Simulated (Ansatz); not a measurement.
Rh

```xyz
4
Lattice="0.4057 0.4057 2.6442 -5.7927 5.7927 0.0000 -1.8862 -1.8862 0.5791" Properties=species:S:1:pos:R:3 pbc="T T T"
Rh   -4.1512    3.2081    0.1448
Rh   -1.0520    0.5146    1.4669
Rh   -3.5277    0.6984    0.4343
Rh   -6.2212    3.7976    1.7564
```

Space group Cmcm; set up as Rh, beta-Sn type; a generated structure, not necessarily the stable one; computed without spin polarisation.

Computed with Ansatz, DFT, RPBE, plane waves (420 eV) with PAW, scalar-relativistic.

Question: What can the converged valence pseudo-density and electron localisation function tell about the bonding?

Answer: Rh–Rh (2.71 Å): the density is about 0.35 e/Å³ at the midpoint; the ELF is about 0.25 at the midpoint: no shared electron pair shows on this line.
Rh–Rh (2.71 Å): the density is about 0.35 e/Å³ at the midpoint; the ELF is about 0.25 at the midpoint: no localised pair shows between them.

Question: Does the calculation make it a metal, or give it a gap?

Answer: It is gapless in this calculation (a metal or semimetal).

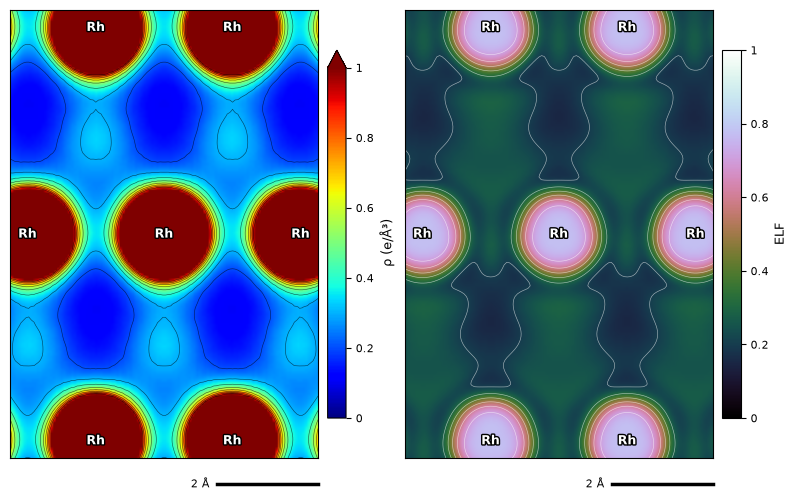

Computed valence pseudo-density and electron localisation function on the (001) plane of the conventional cell, in this order. 

The density is the valence pseudo-density of a PAW calculation; it isn't the true density close to the nuclei.
